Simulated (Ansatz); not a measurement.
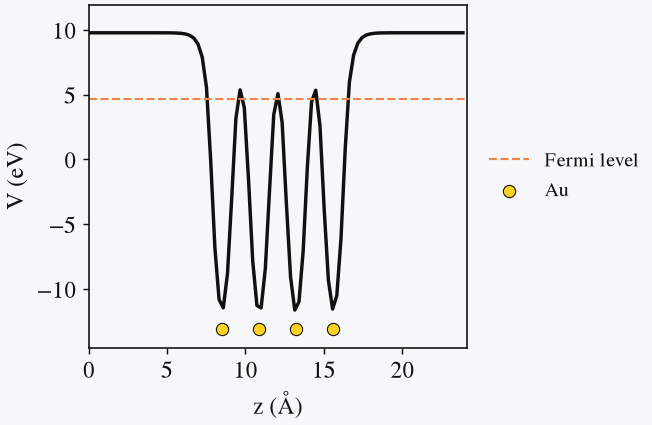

Plane-averaged electrostatic potential energy of an electron across the slab; circles at the bottom mark the heights of the atoms (positions after relaxation).

Calculation on a (111) slab cut from Au (Fm-3m), 4 atoms in the cell.

Computed with Ansatz 0.2.0: DFT r2SCAN, scalar-relativistic, plane waves, PAW, no spin polarisation, 12×12×1 k mesh, 500 eV cutoff, Gaussian smearing of 0.1 eV.

Question: What is the work function?

Answer: The work function is 5.12 eV, the same on both faces. The two vacuum levels agree, so the slab has no net dipole along its normal.

Question: How thick are slab and vacuum?

Answer: The outermost atoms are 7.1 Å apart, which leaves 17.0 Å of vacuum in a cell 24.1 Å high.

Spin-orbit coupling is left out, which matters for Au.
